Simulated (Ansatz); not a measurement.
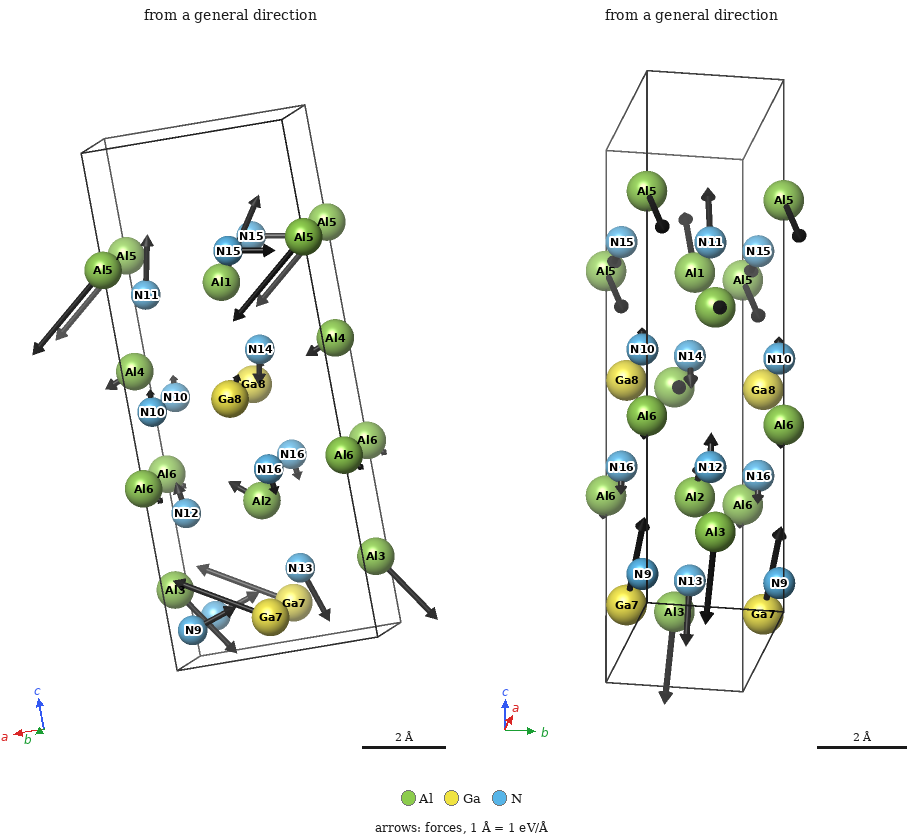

Spheres-only representation of a periodic structure, projected from two general directions. The wireframe shows the simulation cell. The arrows are the computed forces on the atoms.

System: Al3GaN4. Method: DFT PBEsol, scalar-relativistic, plane waves, PAW in Ansatz 0.2.0; E_cut = 420 eV, a 5×7×2 sampling of the Brillouin zone, Gaussian smearing of 0.05 eV, no spin polarisation.

> Are the atoms in equilibrium?

No. The atoms still feel forces of up to about 2.3 eV/Å, far above a usual threshold of 0.01 to 0.03 eV/Å.

Provenance: a structure listed in the Materials Project. The cell was then strained or its atoms displaced on purpose. Ansatz was used for an electronic-structure calculation on it.
